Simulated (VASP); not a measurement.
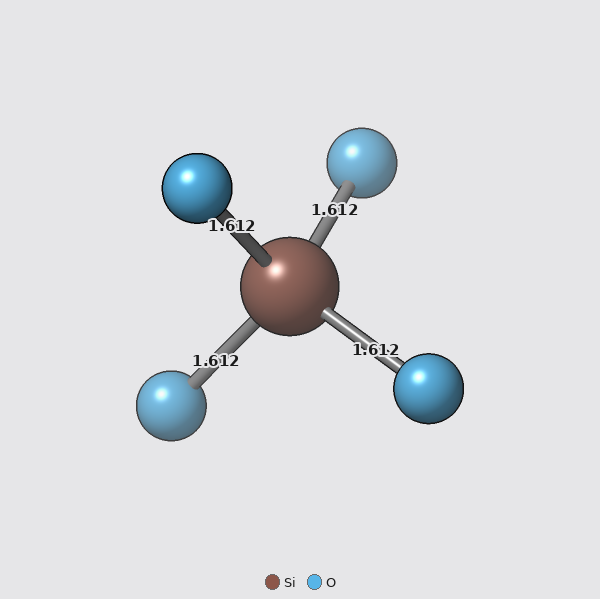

The surroundings of site Si1 (at 0.000, 0.500, 0.250) in SiO2 (I-42d), with bond lengths in Å.

The cell is taken from a cell listed in the Materials Project, as set up for an electronic-structure calculation.

```xyz
12
Lattice="4.9546 0.0000 0.0000 0.0000 4.9546 0.0000 0.0000 0.0000 7.3113" Properties=species:S:1:pos:R:3 pbc="T T T"
Si    0.0000    2.4773    1.8278
Si    0.0000    0.0000    0.0000
O     4.4750    3.7159    0.9139
O     3.7159    1.9978    2.7418
O     1.2386    2.9568    2.7418
O     0.4795    1.2386    0.9139
Si    2.4773    0.0000    5.4835
Si    2.4773    2.4773    3.6557
O     1.9978    1.2386    4.5696
O     1.2386    4.4750    6.3974
O     3.7159    0.4795    6.3974
O     2.9568    3.7159    4.5696
```

Bond valence s = exp((R0 − d)/b), R0 fitted to published crystal structures with b = 0.37 Å; R0 in Å: Si4+–O 1.620.

Question: Calculate the bond-valence sum of Si1 from the bonds drawn.

Answer: 4 × 1.022 = 4.09 v.u., against a formal valence of 4: a close match.

Question: And over the whole structure?

Answer:
```tsv
site	x, y, z	formal valence	bond-valence sum	difference
Si1	0.000, 0.500, 0.250	+4	4.12	0.12
O1	0.903, 0.750, 0.125	−2	2.06	0.06
```

These sums include all anions within 5 Å. The global instability index (root mean square of the differences over all atoms) is 0.08 v.u.: little strain. The cell was not relaxed for this table, and a volume that is off by a few per cent shifts all sums together.
